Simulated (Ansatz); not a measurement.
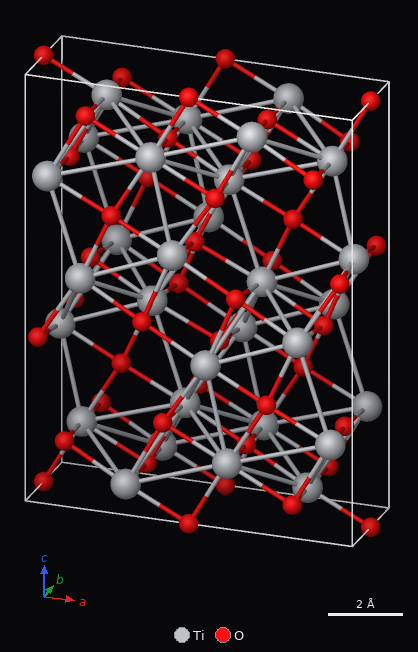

This is crystalline Ti10O13 (set up in C2/m). A ball-and-stick model of the conventional cell (2 times the calculation's cell), seen slightly off an axis. Lengths and directions refer to the drawn axes.

Computed with DFT PBEsol, scalar-relativistic, plane waves, PAW (Ansatz). Settings: plane-wave cutoff 420 eV; k-point mesh 10 × 10 × 4; occupations gaussian; smearing width 0.1 eV; no spin polarisation.

Change: The volume is changed by +3.0 %. The cell's shape and the atoms are relaxed at that volume.

> What does the calculation give for the changed structure?

It costs 6.0 meV per atom. The pressure goes from 0.0 to −6.4 GPa. It is metallic before and after. Cell: a 9.167 → 9.268 Å (+1.1 %), b 4.101 → 4.137 Å (+0.9 %), c 11.980 → 12.101 Å (+1.0 %). Volume +3.0 %. The largest moves relative to the cell, 0.020 Å, are those of O atoms. By element the largest moves are O 0.020 Å, Ti 0.008 Å. Some distances before and after: Ti–Ti 2.973 → 2.998 to 3.014 Å, Ti–Ti 2.959 → 2.995 Å, Ti–Ti 2.905 → 2.939 Å, O–Ti 2.097 → 2.102 to 2.129 Å. The space group stays C2/m (No. 12).
